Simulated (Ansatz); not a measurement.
System: ZrSi$_{3}$O$_{8}$.

Input file:

```
crystal:
  lattice:
    - [4.2579414746, 0.0, 0.0]
    - [0.0, 4.2579414746, 0.0]
    - [0.0, 0.0, 8.5059325824]
  atoms:
    - { symbol: Zr, position: [0.5, 0.5, 0.5] }
    - { symbol: Si, position: [0.5, 0.0, 0.0] }
    - { symbol: Si, position: [0.0, 0.5, 0.0] }
    - { symbol: Si, position: [0.0, 0.0, 0.5] }
    - { symbol: O, position: [0.7823868992, 0.2176131008, 0.3853066191] }
    - { symbol: O, position: [0.2176131008, 0.7823868992, 0.3853066191] }
    - { symbol: O, position: [0.7493082796, 0.2506917204, 0.9106005233] }
    - { symbol: O, position: [0.2506917204, 0.7493082796, 0.9106005233] }
    - { symbol: O, position: [0.7823868992, 0.7823868992, 0.6146933809] }
    - { symbol: O, position: [0.2176131008, 0.2176131008, 0.6146933809] }
    - { symbol: O, position: [0.7493082796, 0.7493082796, 0.0893994767] }
    - { symbol: O, position: [0.2506917204, 0.2506917204, 0.0893994767] }
basis:
  ecutwfc: 420
kpoints:
  mp_grid: { grid: [6, 6, 4] }
hamiltonian:
  xc: pbe
scf:
  occupations: { method: gaussian, width: 0.02 }
output:
  forces: true
  stress: true
  eigenvalues: true
  write_density: true
  write_potential: true
  elf: true
  volumetric_format: npy
relax:
  adjacent_minimum: "off"
  f_tol: 0.01
  max_steps: 80
  cell: { stress_tol: 0.05 }
```

Run with:

```sh
ansatz run input.yaml --threads 1 --pin off --max-ram 2560MiB --backend cpu --events-out ev --progress --plain --runs-dir out
```

Below, planes, directions and counts refer to the conventional cell (a = 4.25 Å, b = 4.25 Å, c = 8.76 Å, α = 90.00°, β = 90.00°, γ = 90.00°).

The fields are those of the run's last geometry, not of the input's.

Space group P-42m; a structure generated by program, which may or may not match a known phase.

All numbers below come from Ansatz, DFT PBE, scalar-relativistic, plane waves, PAW.

### What can the converged valence pseudo-density and electron localisation function tell about the bonding?

Si–O (1.63 Å): the density is about 1.2 e/Å³ at the midpoint; the ELF peaks at about 0.85 between the atoms: a polar covalent bond.
Zr–O (1.96 Å): ρ at the midpoint is about 0.95 e/Å³; the ELF peaks at about 0.80 in the valence shell of O, 0.6 Å from its nucleus, and drops to about 0.25 between the two atoms: no shared electron pair shows on this line.

### Metal or insulator at this level of theory?

It is gapped, with a Kohn–Sham gap of 4.1 eV on the k-point mesh (the band edges may lie off the mesh, which would make the gap smaller).

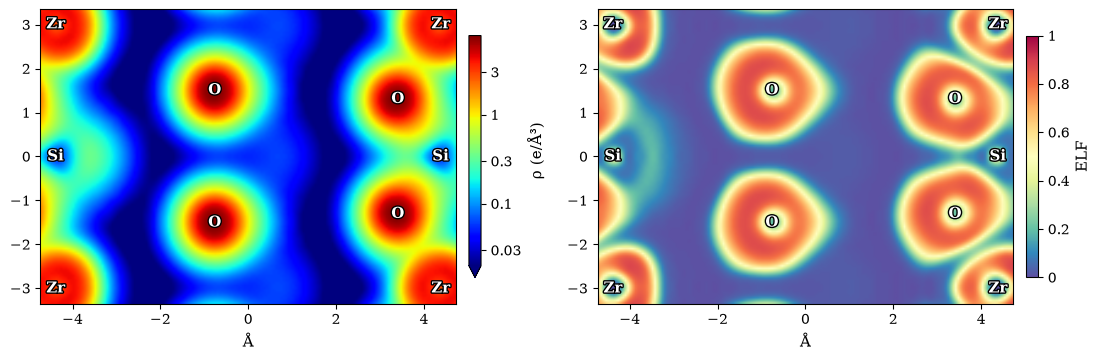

Computed valence pseudo-density and electron localisation function on the (110) plane of the conventional cell, in this order. 

The density is the valence pseudo-density of a PAW calculation; it isn't the true density close to the nuclei.
